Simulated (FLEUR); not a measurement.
# Collinear magnetic orders of free-standing square V monolayer, spacing 3.216 A with FLEUR

Aim: find out whether free-standing square V monolayer, spacing 3.216 A carries moments, and which collinear order costs least.

Method: PBE; all-electron FLAPW film, Dirac cores, scalar-relativistic bands, in FLEUR MaX-R8.1.

## 1. The starting structure

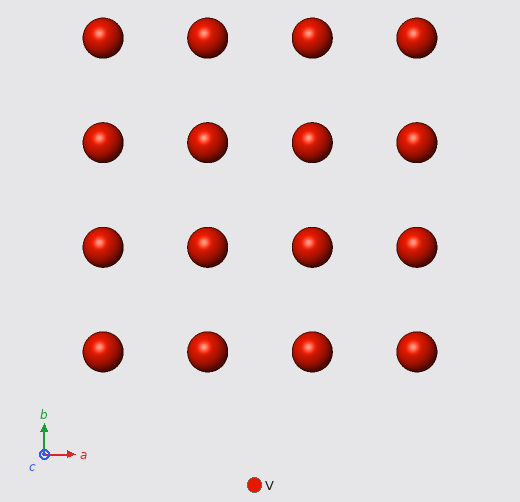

The starting structure, seen from above (vanadium red). 3×3×1 cells are drawn. Some periodic images of atoms are drawn too.

The cell holds 1 atom: 1 V. Its edges and angles: a = 3.216 Å, b = 3.216 Å, c = 14.000 Å, α = 90.0°, β = 90.0°, γ = 90.0°. Model lattice. Vacuum lies along c.

## 2. Start 1: ferro +

The parallel start comes first: it shows whether parallel moments hold.

inpgen writes inp.xml from crystal.txt; cutoffs, mixing, functional, smearing and local orbitals are then set in the file. The k list default-1 (kpts.xml, not shown) is a Γ-centred 8×8×1 mesh; where the ranks do not divide the number of points, some are split in two of half the weight.

File inp.xml:

```
<?xml version="1.0" encoding="UTF-8" standalone="no"?>
<fleurInput fleurInputVersion="0.39">
   <comment>
      V
   </comment>
   <calculationSetup>
      <cutoffs Kmax="3.6" Gmax="10.8" GmaxXC="10.8" numbands="0"/>
      <scfLoop itmax="120" minDistance="0.00002" maxIterBroyd="15" imix="Anderson" alpha="0.03" precondParam="0.0" spinf="2.0" sdNocoIR="T"/>
      <coreElectrons ctail="T" frcor="F" kcrel="0" coretail_lmax="0"/>
      <xcFunctional name="pbe" relativisticCorrections="F"/>
      <magnetism jspins="2"/>
      <soc l_soc="F" theta="0.0" phi="0.0" spav="F"/>
      <expertModes spex="0" secvar="F"/>
      <geometryOptimization l_f="F" forcealpha="1.0" forcemix="BFGS" epsdisp="0.00001" epsforce="0.00001"/>
      <ldaU l_linMix="F" mixParam="0.05" spinf="1.0"/>
   </calculationSetup>
   <cell>
      <bzIntegration valenceElectrons="13.0" mode="hist" fermiSmearingEnergy="0.00110248">
         <kPointListSelection listName="default-1"/>
         <xi:include xmlns:xi="http://www.w3.org/2001/XInclude" href="kpts.xml"> </xi:include>
      </bzIntegration>
      <xi:include xmlns:xi="http://www.w3.org/2001/XInclude" href="sym.xml"> </xi:include>
      <filmLattice scale="1.0" dVac="6.4" dTilda="8.9">
         <bravaisMatrixFilm>
            <row-1>    6.0773592167136004     0.0000000000000000</row-1>
            <row-2>    0.0000000000000000     6.0773592167136004</row-2>
         </bravaisMatrixFilm>
         <vacuumEnergyParameters vacuum="1" spinUp="-.25" spinDown="-.25"/>
      </filmLattice>
   </cell>
   <atomSpecies>
      <species name="Vanadium (1.500" element="V" atomicNumber="23">
         <mtSphere radius="2.8" gridPoints="925" logIncrement="0.013"/>
         <atomicCutoffs lmax="10" lnonsphr="8"/>
         <electronConfig flipSpins="F">
            <coreConfig>(1s1/2) (2s1/2) (2p1/2) (2p3/2)</coreConfig>
            <valenceConfig>(3s1/2) (3p1/2) (3p3/2) (4s1/2) (3d3/2) (3d5/2)</valenceConfig>
            <stateOccupation state="(3d3/2)" spinUp="0.6" spinDown="0.6"/>
            <stateOccupation state="(3d5/2)" spinUp="1.65" spinDown="0.15"/>
         </electronConfig>
         <energyParameters s="4" p="4" d="3" f="4"/>
         <lo type="SCLO" l="0" n="3" eDeriv="0"/>
         <lo type="SCLO" l="1" n="3" eDeriv="0"/>
      </species>
   </atomSpecies>
   <atomGroups>
      <atomGroup species="Vanadium (1.500">
         <filmPos label="                   1">.0000000000 .0000000000 .0000000000</filmPos>
         <force calculate="T" relaxXYZ="TTT"/>
      </atomGroup>
   </atomGroups>
   <output dos="F" band="F" slice="F">
      <bandDOS minEnergy="-.5*Htr" maxEnergy="0.5*Htr" sigma="0.015" storeEVData="T"/>
      <plotting iplot="0" polar="F">
         <plot TwoD="T" vec1="  1.0  0.0  0.0" vec2="  0.0  1.0  0.0" vec3="  0.0  0.0  1.0" zero="  0.0  0.0 -0.5" file="plot"/>
      </plotting>
      <moessbauerParams electricFieldGradient="F" isomerShift="F" coreHyperfine="F" valenceHyperfine="F"/>
   </output>
</fleurInput>
```

File crystal.txt:

```
V
&input film=T cartesian=F /
3.21600000000  0.00000000000  0.00000000000
0.00000000000  3.21600000000  0.00000000000
0.00000000000  0.00000000000  1.00000000000
1.8897261246
1.0 1.0 1.0

1
23 0.00000000000  0.00000000000  0.00000000000 : 1.500

&kpt div1=8 div2=8 div3=1 gamma=T /
```

Command:

```bash
$ OMP_NUM_THREADS=1 inpgen -f crystal.txt > inpgen.log  # inp.xml is then edited as shown
$ OMP_NUM_THREADS=1 mpirun -n 2 fleur_MPI > fleur.log
```

The program printed:

```text
Welcome to FLEUR        (www.flapw.de)
      MaX-Release 8.1          (www.max-centre.eu)

 ========== k-point set info ==========
 Selected k-point list: default-1
 k-point list type: mesh
 0 x 0 x 0
 Number of k points: 16

 ------------Calculation Setup---------------------------
 Number of MPI-tasks      :            2
 Number of PE/node        :            2
 Number of OMP-threads    :            1
 k-points in parallel     :            2
 pe's per k-point         :            1
 No of k-point loops      :            8
 Eigenvalue solver        :       lapack
 Number of basis functions:          276
 Approximate size of matrices (H+S) per k-point:         0.001 GB
 --------------------------------------------------------
 Iteration:     1   Distance:      16.02348819 me/bohr^3
 Iteration:     2   Distance:      15.84717139 me/bohr^3
 Iteration:     3   Distance:      14.77814335 me/bohr^3
 Iteration:     4   Distance:       6.76604205 me/bohr^3
 Iteration:     5   Distance:       5.23542771 me/bohr^3
 Iteration:     6   Distance:       4.73437567 me/bohr^3
 Iteration:     7   Distance:       4.51572945 me/bohr^3
 Iteration:     8   Distance:       3.12647980 me/bohr^3
 Iteration:     9   Distance:       3.27546830 me/bohr^3
 Iteration:    10   Distance:       3.40324215 me/bohr^3
[... 13 iterations left out ...]
 Iteration:    24   Distance:       0.00671994 me/bohr^3
 Iteration:    25   Distance:       0.00295076 me/bohr^3
 Iteration:    26   Distance:       0.00063761 me/bohr^3
 Iteration:    27   Distance:       0.00058061 me/bohr^3
 Iteration:    28   Distance:       0.00014466 me/bohr^3
 Iteration:    29   Distance:       0.00021545 me/bohr^3
 Iteration:    30   Distance:       0.00020943 me/bohr^3
 Iteration:    31   Distance:       0.00011571 me/bohr^3
 Iteration:    32   Distance:       0.00004199 me/bohr^3
 Iteration:    33   Distance:       0.00000516 me/bohr^3

 ********************************************************************
 Run finished successfully
 Stop message:
   all done
 ********************************************************************

--- out.xml (last complete iteration) ---
<iteration numberForCurrentRun="   33" overallNumber="   33">
         <energyParameters units="Htr">
            <atomicEP atomType="1" spin="1" branch="4s" branchLowest="-2.54" branchHighest="0.76" value="-0.1945290627"/>
            <atomicEP atomType="1" spin="1" branch="4p" branchLowest="-1.57" branchHighest="1.19" value="-0.0639110089"/>
            <atomicEP atomType="1" spin="1" branch="3d" branchLowest="-9.99" branchHighest="-0.07" value="-0.1664847524"/>
            <atomicEP atomType="1" spin="1" branch="4f" branchLowest="-9.99" branchHighest="1.96" value="0.2411075592"/>
            <loAtomicEP atomType="1" spin="1" branch="3s" branchLowest="-22.06" branchHighest="-2.54" value="-2.5396682841"/>
            <loAtomicEP atomType="1" spin="1" branch="3p" branchLowest="-18.40" branchHighest="-1.57" value="-1.5800331599"/>
            <vacuumEP vacuum="1" spin="1" vzIR="-0.2081124819" vzInf="0.0000000000" value="-0.2500000000"/>
            <atomicEP atomType="1" spin="2" branch="4s" branchLowest="-2.43" branchHighest="0.85" value="-0.1251817285"/>
            <atomicEP atomType="1" spin="2" branch="4p" branchLowest="-1.46" branchHighest="1.28" value="0.0028548884"/>
            <atomicEP atomType="1" spin="2" branch="3d" branchLowest="-9.99" branchHighest="0.03" value="-0.0685398902"/>
            <atomicEP atomType="1" spin="2" branch="4f" branchLowest="-9.99" branchHighest="2.06" value="0.3053825091"/>
            <loAtomicEP atomType="1" spin="2" branch="3s" branchLowest="-22.02" branchHighest="-2.43" value="-2.4314990114"/>
            <loAtomicEP atomType="1" spin="2" branch="3p" branchLowest="-18.37" branchHighest="-1.46" value="-1.4726842677"/>
            <vacuumEP vacuum="1" spin="2" vzIR="-0.1645005413" vzInf="0.0000000000" value="-0.2500000000"/>
         </energyParameters>
         <bandgap value="0.0000000000" units="eV"/>
         <sumValenceSingleParticleEnergies value="-15.0528892951" units="Htr"/>
         <FermiEnergy value="-0.1512922018" units="Htr"/>
         <valenceDensity>
            <mtCharges spin="1">
               <mtCharge atomType="1" total="7.5151507" s="1.2420897" p="3.0891091" d="3.1794650" f="0.0034327"/>
            </mtCharges>
            <mtCharges spin="2">
               <mtCharge atomType="1" total="4.2399008" s="1.1677310" p="3.0292824" d="0.0423957" f="0.0003962"/>
            </mtCharges>
            <spinDependentCharge spin="1" total="8.4221292" interstitial="0.7642232" mtSpheres="7.5151507" vacuum1="0.0713777"/>
            <spinDependentCharge spin="2" total="4.5778708" interstitial="0.2977025" mtSpheres="4.2399008" vacuum1="0.0201337"/>
            <totalCharge value="13.0000000858"/>
         </valenceDensity>
         <coreStates atomType="     1" atomicNumber=" 23" spin="1" kinEnergy="    437.7643483014" eigValSum="   -274.2801567549" lostElectrons=" 0.000000">
            <state n="1" l="0" j="0.5" energy="-197.0243942651" weight="1.0000000000"/>
            <state n="2" l="0" j="0.5" energy="-22.0577062526" weight="1.0000000000"/>
            <state n="2" l="1" j="0.5" energy="-18.5731282150" weight="1.0000000000"/>
            <state n="2" l="1" j="1.5" energy="-18.3124640111" weight="2.0000000000"/>
         </coreStates>
         <coreStates atomType="     1" atomicNumber=" 23" spin="2" kinEnergy="    438.1643495742" eigValSum="   -274.1617325691" lostElectrons=" 0.000000">
            <state n="1" l="0" j="0.5" energy="-197.0247328507" weight="1.0000000000"/>
            <state n="2" l="0" j="0.5" energy="-22.0218073588" weight="1.0000000000"/>
            <state n="2" l="1" j="0.5" energy="-18.5459423611" weight="1.0000000000"/>
            <state n="2" l="1" j="1.5" energy="-18.2846249993" weight="2.0000000000"/>
         </coreStates>
         <allElectronCharges>
            <spinDependentCharge spin="1" total="13.4221292" interstitial="0.7642232" mtSpheres="12.5151507" vacuum1="0.0713777"/>
            <spinDependentCharge spin="2" total="9.5778708" interstitial="0.2977025" mtSpheres="9.2399009" vacuum1="0.0201337"/>
            <totalCharge value="23.0000000860"/>
         </allElectronCharges>
         <magneticMomentsInMTSpheres units="muBohr">
            <globalMagMoment atomType="1" vec="0.00000   0.00000   3.27525"/>
            <localMagMoment atomType="1" vec="0.00000   0.00000   3.27525"/>
         </magneticMomentsInMTSpheres>
         <moessbauerParams unitsHFF="kG" unitsIS="e/bohr^3" unitsEFG="Htr/bohr^2">
         </moessbauerParams>
         <totalEnergy value="     -949.1938953981" units="Htr">
            <sumOfEigenvalues value="     -563.4947786191">
               <coreElectrons value="-548.4418893240"/>
               <valenceElectrons value="-15.0528892951"/>
            </sumOfEigenvalues>
            <densityCoulombPotentialIntegral value="-1463.7906004854"/>
            <densityEffectivePotentialIntegral value="-1522.6032708721"/>
            <chargeDenXCDenIntegral value="-45.3745907002"/>
            <FockExchangeEnergyValence value="0.0000000000"/>
            <FockExchangeEnergyCore value="0.0000000000"/>
            <atomTypeDependentContributions atomType="1">
               <electronNucleiInteractionDifferentMTs value="1127.3072586575"/>
               <MadelungTerm value="-3.7252380507"/>
            </atomTypeDependentContributions>
            <tkbTimesEntropy value="0.0002479241"/>
            <freeEnergy value="-949.1941433221"/>
            <extrapolationTo0K value="-949.1940193601"/>
         </totalEnergy>
         <densityConvergence units="me/bohr^3">
            <chargeDensity spin="1" distance="0.0000031095"/>
            <chargeDensity spin="2" distance="0.0000034517"/>
            <overallChargeDensity distance="0.0000051640"/>
            <spinDensity distance="0.0000040620"/>
         </densityConvergence>
      </iteration>
```

It took 31 s on 2 MPI ranks of Arm Neoverse V2, shared host; peak memory 0.15 GiB; 61 s of CPU time.

Spin moment in the muffin-tin sphere by atom:

```tsv
atom	spin moment in the muffin-tin sphere (μB)
V1	3.28
```

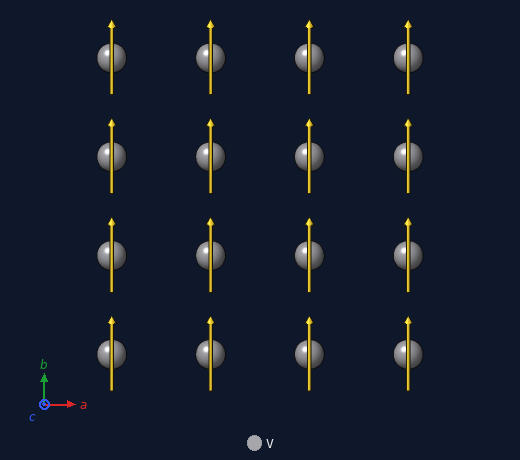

Spin moment in the muffin-tin sphere as arrows, the longest 3.28 μB. Up and down stand for the sign. Arrows give size and sign along the axis of quantisation, drawn up and down the page. 3×3×1 cells are drawn. Some periodic images of atoms are drawn too.

Numbers from this step:

| Property | Result |
| --- | --- |
| free energy | -25828.8885 eV |
| program's band gap on this mesh (in a metal only a level spacing) | 0 eV |
| magnetization | 3.844 μB |
| final state | ferromagnetic |

After 33 cycles the largest moment stands at 3.28 μB.

## 3. Start 2: antiferro q=(0,1/2,0) +-

Reversing part of the moments tests the sign of the couplings between them.

The cell is doubled to 2 atoms to hold this order. The mesh is halved along the doubled vector, so that both cells sample the same points. The k list default-1 (kpts.xml, not shown) is a Γ-centred 8×4×1 mesh.

inp.xml: that of step 2 with these lines changed.

```diff
@@ -17,3 +17,3 @@
    <cell>
-      <bzIntegration valenceElectrons="13.0" mode="hist" fermiSmearingEnergy="0.00110248">
+      <bzIntegration valenceElectrons="26.0" mode="hist" fermiSmearingEnergy="0.00110248">
          <kPointListSelection listName="default-1"/>
@@ -25,3 +25,3 @@
             <row-1>    6.0773592167136004     0.0000000000000000</row-1>
-            <row-2>    0.0000000000000000     6.0773592167136004</row-2>
+            <row-2>    0.0000000000000000    12.1547184334272007</row-2>
          </bravaisMatrixFilm>
@@ -44,2 +44,15 @@
       </species>
+      <species name="Vanadium (-1.500" element="V" atomicNumber="23">
+         <mtSphere radius="2.8" gridPoints="925" logIncrement="0.013"/>
+         <atomicCutoffs lmax="10" lnonsphr="8"/>
+         <electronConfig flipSpins="F">
+            <coreConfig>(1s1/2) (2s1/2) (2p1/2) (2p3/2)</coreConfig>
+            <valenceConfig>(3s1/2) (3p1/2) (3p3/2) (4s1/2) (3d3/2) (3d5/2)</valenceConfig>
+            <stateOccupation state="(3d3/2)" spinUp="0.6" spinDown="0.6"/>
+            <stateOccupation state="(3d5/2)" spinUp="0.15" spinDown="1.65"/>
+         </electronConfig>
+         <energyParameters s="4" p="4" d="3" f="4"/>
+         <lo type="SCLO" l="0" n="3" eDeriv="0"/>
+         <lo type="SCLO" l="1" n="3" eDeriv="0"/>
+      </species>
    </atomSpecies>
@@ -48,2 +61,6 @@
          <filmPos label="                   1">.0000000000 .0000000000 .0000000000</filmPos>
+         <force calculate="T" relaxXYZ="TTT"/>
+      </atomGroup>
+      <atomGroup species="Vanadium (-1.500">
+         <filmPos label="                   2">.0000000000 1.000/2.000 .0000000000</filmPos>
          <force calculate="T" relaxXYZ="TTT"/>
```

File crystal.txt:

```
V
&input film=T cartesian=F /
3.21600000000  0.00000000000  0.00000000000
0.00000000000  6.43200000000  0.00000000000
0.00000000000  0.00000000000  1.00000000000
1.8897261246
1.0 1.0 1.0

2
23 0.00000000000  0.00000000000  0.00000000000 : 1.500
23 0.00000000000  0.50000000000  0.00000000000 : -1.500

&kpt div1=8 div2=4 div3=1 gamma=T /
```

The program printed:

```text
[banner, memory and clock lines left out]
Welcome to FLEUR        (www.flapw.de)
      MaX-Release 8.1          (www.max-centre.eu)

 ========== k-point set info ==========
 Selected k-point list: default-1
 k-point list type: mesh
 0 x 0 x 0
 Number of k points: 16

 ------------Calculation Setup---------------------------
 Number of PE/node        :            2
 Number of OMP-threads    :            1
 k-points in parallel     :            2
 pe's per k-point         :            1
 No of k-point loops      :            8
 Eigenvalue solver        :       lapack
 Number of basis functions:          542
 Approximate size of matrices (H+S) per k-point:         0.004 GB
 Iteration:     1   Distance:      19.86421846 me/bohr^3
 Iteration:     2   Distance:      19.10174793 me/bohr^3
 Iteration:     3   Distance:       9.36416191 me/bohr^3
 Iteration:     4   Distance:       7.60936309 me/bohr^3
 Iteration:     5   Distance:       5.12898802 me/bohr^3
 Iteration:     6   Distance:       6.23929302 me/bohr^3
 Iteration:     7   Distance:       2.43725649 me/bohr^3
 Iteration:     8   Distance:       2.27046672 me/bohr^3
 Iteration:     9   Distance:       2.00430616 me/bohr^3
 Iteration:    10   Distance:       0.66528377 me/bohr^3
[... 14 iterations left out ...]
 Iteration:    25   Distance:       0.00095108 me/bohr^3
 Iteration:    26   Distance:       0.00112741 me/bohr^3
 Iteration:    27   Distance:       0.00027632 me/bohr^3
 Iteration:    28   Distance:       0.00021359 me/bohr^3
 Iteration:    29   Distance:       0.00014197 me/bohr^3
 Iteration:    30   Distance:       0.00013777 me/bohr^3
 Iteration:    31   Distance:       0.00012942 me/bohr^3
 Iteration:    32   Distance:       0.00004754 me/bohr^3
 Iteration:    33   Distance:       0.00004114 me/bohr^3
 Iteration:    34   Distance:       0.00001718 me/bohr^3

 ********************************************************************
 Run finished successfully
 Stop message:
   all done
 ********************************************************************

--- out.xml (last complete iteration) ---
<iteration numberForCurrentRun="   34" overallNumber="   34">
         [... left out ...]
         <bandgap value="0.0000002621" units="eV"/>
         <sumValenceSingleParticleEnergies value="-29.8374883788" units="Htr"/>
         <FermiEnergy value="-0.1497583493" units="Htr"/>
         <valenceDensity>
            <mtCharges spin="1">
               <mtCharge atomType="1" total="7.4851366" s="1.2549338" p="3.0759419" d="3.1517855" f="0.0018847"/>
               <mtCharge atomType="2" total="4.2681730" s="1.1372499" p="3.0407527" d="0.0878884" f="0.0017473"/>
            </mtCharges>
            <mtCharges spin="2">
               <mtCharge atomType="1" total="4.2681729" s="1.1372498" p="3.0407527" d="0.0878883" f="0.0017473"/>
               <mtCharge atomType="2" total="7.4851363" s="1.2549338" p="3.0759419" d="3.1517852" f="0.0018847"/>
            </mtCharges>
            <spinDependentCharge spin="1" total="13.0000004" interstitial="1.0741056" mtSpheres="11.7533096" vacuum1="0.0862926"/>
            <spinDependentCharge spin="2" total="12.9999998" interstitial="1.0741055" mtSpheres="11.7533092" vacuum1="0.0862926"/>
            <totalCharge value="26.0000001662"/>
         </valenceDensity>
         [... left out ...]
         <magneticMomentsInMTSpheres units="muBohr">
            <globalMagMoment atomType="1" vec="0.00000   0.00000   3.21696"/>
            <localMagMoment atomType="1" vec="0.00000   0.00000   3.21696"/>
            <globalMagMoment atomType="2" vec="0.00000   0.00000  -3.21696"/>
            <localMagMoment atomType="2" vec="0.00000   0.00000  -3.21696"/>
         </magneticMomentsInMTSpheres>
         [... left out ...]
         <totalEnergy value="    -1898.3915739984" units="Htr">
            <sumOfEigenvalues value="    -1126.5232274106">
               <coreElectrons value="-1096.6857390319"/>
               <valenceElectrons value="-29.8374883788"/>
            </sumOfEigenvalues>
            <densityCoulombPotentialIntegral value="-2927.0745025290"/>
            <densityEffectivePotentialIntegral value="-3044.7008962319"/>
            <chargeDenXCDenIntegral value="-90.7521748542"/>
            <FockExchangeEnergyValence value="0.0000000000"/>
            <FockExchangeEnergyCore value="0.0000000000"/>
         [... left out ...]
            <tkbTimesEntropy value="0.0008501831"/>
            <freeEnergy value="-1898.3924241815"/>
            <extrapolationTo0K value="-1898.3919990899"/>
         </totalEnergy>
         <densityConvergence units="me/bohr^3">
            <chargeDensity spin="1" distance="0.0000122495"/>
            <chargeDensity spin="2" distance="0.0000119164"/>
            <overallChargeDensity distance="0.0000171845"/>
            <spinDensity distance="0.0000169940"/>
         </densityConvergence>
      </iteration>
```

Elapsed: 86 s, on 2 MPI ranks; peak memory 0.28 GiB.

Spin moment in the muffin-tin sphere by atom:

```tsv
atom	spin moment in the muffin-tin sphere (μB)
V1	3.22
V2	-3.22
```

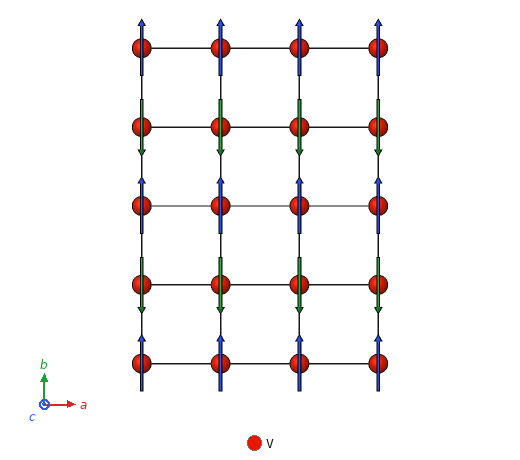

Spin moment in the muffin-tin sphere as arrows, the longest 3.22 μB. Up and down stand for the sign. Arrows give size and sign along the axis of quantisation, drawn up and down the page. The two directions have two colours. 3×2×1 cells are drawn. Some periodic images of atoms are drawn too.

This step gave:

```
free energy                                                       : -51657.8895 eV
program's band gap on this mesh (in a metal only a level spacing) : 2.62e-7 eV
magnetization                                                     : 0 μB
final state                                                       : antiferromagnetic
```

It lies 56.3 meV a seeded atom under the first start, and its largest moment is 3.22 μB against 3.28 μB.

(Part 1 of 3 ends here.)

[Logs and program files are shortened in this print: banners, set-up blocks, solver, clock and traceback lines can be left out without a mark of their own.]

[Logs are printed without paths, hosts, clocks, repeated set-up lines and the standing remarks that a program may print on its own settings, such as how far it seeks lower states.]

[Hosts, paths, dates, database ids (printed as entryN), source tags and the programs' standing remarks are cut or masked in the printed files.]

[Where a cell is said to come from a database of computed structures, the database is the Materials Project.]
